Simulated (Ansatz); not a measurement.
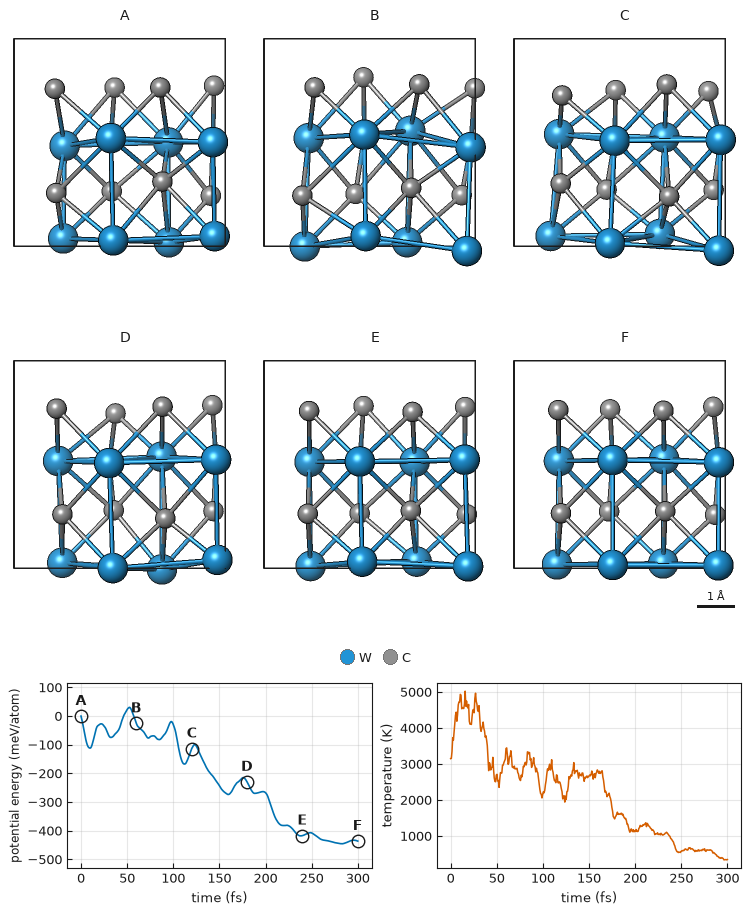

Molecular dynamics of a 16-atom cell of WC, 300 fs long. It starts from the last geometry of an earlier run, with fresh velocities. Frames (A at 0 fs, B at 60 fs, C at 120 fs, D at 180 fs, E at 240 fs, F at 300 fs) and the history of the run. A ball-and-stick model of the simulation cell, seen along the b axis. Bonds to atoms that aren't drawn are left out.

Theory: DFT LDA, scalar-relativistic, plane waves, PAW (Ansatz). Settings: plane-wave cutoff 420 eV; k-point mesh 2 × 2 × 2; Fermi-Dirac smearing 0.36 eV; low-accuracy preset; volume 1.05 times that of the relaxed crystal; Langevin thermostat (NVT); set temperature 3360 K, then to 300 K over 300 steps, then to 300 K over 100 steps; time step 0.75 fs; friction 0.02 per fs.

Question: What do the frames and curves show?

Answer: In the second half of the run the atoms are, in the root-mean-square, this far from where they began (common drift taken out): C 0.24 Å, W 0.22 Å. That is small against the typical shortest distance between atoms in the first frame, about 2.0 Å: the atoms vibrate about their sites and the arrangement holds. Under the programmed temperature the kinetic temperature goes from 4334 K (first eighth) to 521 K (last eighth), with a peak of 5023 K. That is well off the final set point of 300 K. The potential energy in the second half lies on average 354 meV per atom below the first frame. The first frame is far from relaxed (forces up to 10.6 eV/Å), so much of the motion is the structure settling.

Limits of the set-up: the k-point mesh is coarse for a cell with partly filled bands; the program's low-accuracy preset was used.

PAW datasets: the set soft_1.
